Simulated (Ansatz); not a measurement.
# Work function of K by crystal face

How much does the work function of K differ between its low-index faces, and does the functional change the order?

How it was computed: Ansatz 0.2.0, plane waves with PAW datasets (its set soft_2) at their recommended cutoffs; symmetric slabs of 7 layers (11 for bcc (111)) cut at the tabulated experimental lattice constant, atoms at bulk places, 18 Å of vacuum, k-spacing 0.16 Å⁻¹ (2π included), Fermi-Dirac smearing of 0.1 eV, SCF threshold 1e-9 eV; spin-polarised where the metal is Fe, Co or Ni. The work function is the vacuum level less the Fermi level; differences are formed before rounding.

What came out:

| face | atoms per nm² | LDA (eV) | PBEsol (eV) | r2SCAN (eV) | PBE (eV) | RPBE (eV) | PBE, relaxed (eV) |
| --- | --- | --- | --- | --- | --- | --- | --- |
| (110) | 5.2 | 2.52 | 2.41 | 2.38 | 2.39 | 2.32 | 2.39 |
| (100) | 3.7 | 2.37 | 2.26 | 2.23 | 2.25 | 2.19 | 2.25 |
| (111) | 2.1 | 2.34 | 2.21 | 2.16 | 2.21 | 2.14 | 2.21 |

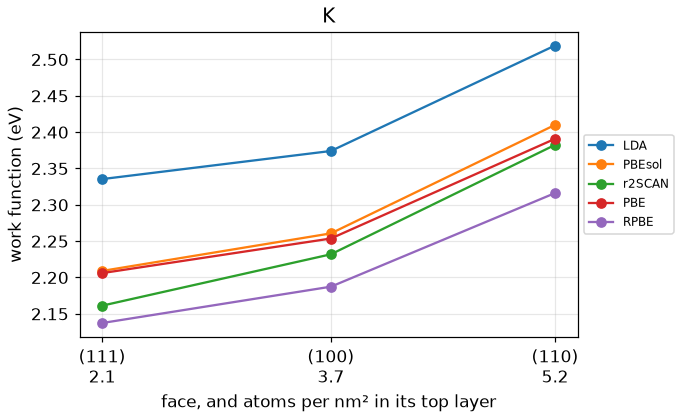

Work function against the density of the top layer.

What this shows: With PBE the work function runs from 2.39 eV on (110) to 2.21 eV on (111). (111) and (100) lie within 0.08 eV of each other, too close for slabs of this thickness to order; every functional listed puts (110) highest. LDA lies 0.12 to 0.13 eV above PBE. Relaxing all layers with PBE (forces under 0.01 eV/Å) moves the values by 0.00 to +0.01 eV.

What the numbers leave out: Slabs this thin leave size errors that can reach a tenth of an eV or more. The functionals share one unrelaxed geometry at the tabulated experimental lattice constant; the relaxed column keeps that in-plane lattice, which is not PBE's own.
